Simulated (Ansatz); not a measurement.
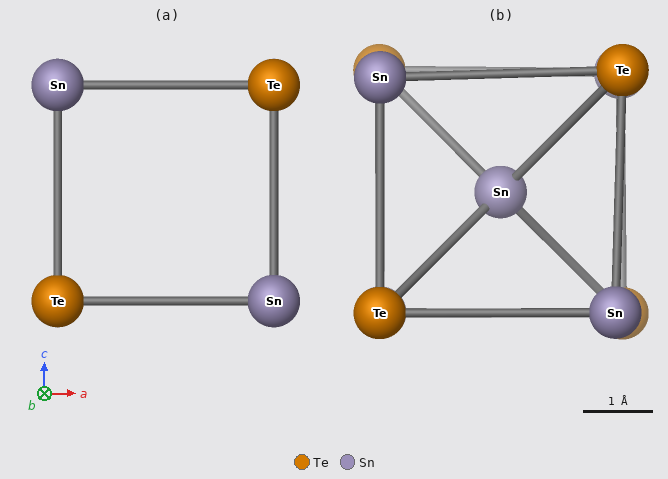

Left: perfect SnTe. Right: the same region with one point defect, after relaxing the atoms in a supercell of 64 sites. The picture is a ball-and-stick view of the atoms within 4.6 Å of one point, in a slice 4.2 Å thick across the line of sight, seen along the b axis.

Theory: DFT, PBEsol, PAW, plane waves in Ansatz. (plane-wave cutoff 420 eV; k-point mesh 1 × 1 × 1; mesh shifted by (0.25, 0.25, 0.25); collinear spin) Fermi-Dirac smearing of 0.01 eV. The axes drawn are those of the host's conventional cell.

> What kind of defect was made?

An extra tin atom is put between the host's atoms (an interstitial).

The charge state of the cell is 0.

> How does the lattice respond?

The Sn atom starts with 4 Sn at 2.72 Å, 4 Te at 2.72 Å around its place and ends with 4 Sn at 2.99 to 3.01 Å, 4 Te at 3.05 to 3.07 Å. Of the host's atoms, a tellurium atom moves furthest from its site, by 0.36 Å. The cell's net moment is 1.93 μB.
